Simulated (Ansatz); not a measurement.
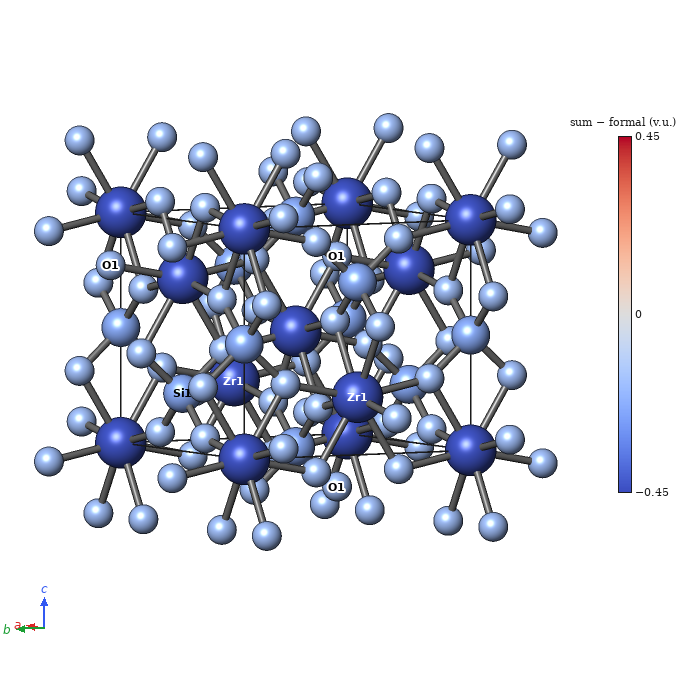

Atoms of ZrSiO₄ (I4_1/amd, No. 141) coloured by their computed bond-valence sum less the size of their formal valence (view from a free direction).

Bond valence s = exp((R0 − d)/b), R0 fitted to published crystal structures with b = 0.37 Å, summed over all anions within 5 Å; R0 in Å: Zr4+–O 1.933; Si4+–O 1.620.

The cell is taken from coordinates from a relaxation at fixed volume with DFT PBE, scalar-relativistic, plane waves, PAW in Ansatz 0.2.0.

```xyz
24
Lattice="6.7590 0.0000 0.0000 0.0000 6.7590 0.0000 0.0000 0.0000 6.0558" Properties=species:S:1:pos:R:3 pbc="T T T"
Zr    0.0000    3.3795    1.5139
Zr    0.0000    0.0000    0.0000
Si    3.3795    0.0000    1.5139
Si    0.0000    0.0000    3.0279
O     3.3795    2.1472    4.9596
O     4.6118    0.0000    0.4177
O     0.0000    1.2323    1.9317
O     2.1472    0.0000    0.4177
O     3.3795    1.2323    2.6102
O     1.2323    0.0000    4.1241
O     3.3795    5.5267    2.6102
O     2.1472    3.3795    1.0962
Zr    3.3795    0.0000    4.5418
Zr    3.3795    3.3795    3.0279
Si    0.0000    3.3795    4.5418
Si    3.3795    3.3795    0.0000
O     0.0000    5.5267    1.9317
O     1.2323    3.3795    3.4456
O     3.3795    4.6118    4.9596
O     5.5267    3.3795    3.4456
O     0.0000    4.6118    5.6381
O     4.6118    3.3795    1.0962
O     0.0000    2.1472    5.6381
O     5.5267    0.0000    4.1241
```

Site labels: Zr1 at 0.000, 0.500, 0.250; Si1 at 0.500, 0.000, 0.250; O1 at 0.500, 0.318, 0.819.

**Which site departs most from its formal valence?**

Zr1, whose sum is 3.57 against 4: by this sum it is underbonded.

**Give the sums of all sites.**

```json
{"site": "Zr1", "x, y, z": "0.000, 0.500, 0.250", "formal valence": "+4", "bond-valence sum": "3.57", "difference": "-0.43"}
{"site": "Si1", "x, y, z": "0.500, 0.000, 0.250", "formal valence": "+4", "bond-valence sum": "3.78", "difference": "-0.22"}
{"site": "O1", "x, y, z": "0.500, 0.318, 0.819", "formal valence": "−2", "bond-valence sum": "1.84", "difference": "-0.16"}
```

**Is the structure strained by this measure?**

The global instability index (root mean square of the differences over all atoms) is 0.24 v.u.: above 0.2, which by the usual rule of thumb marks a strained structure. Cells relaxed with PBE tend to have slightly long bonds, which lowers the sums.
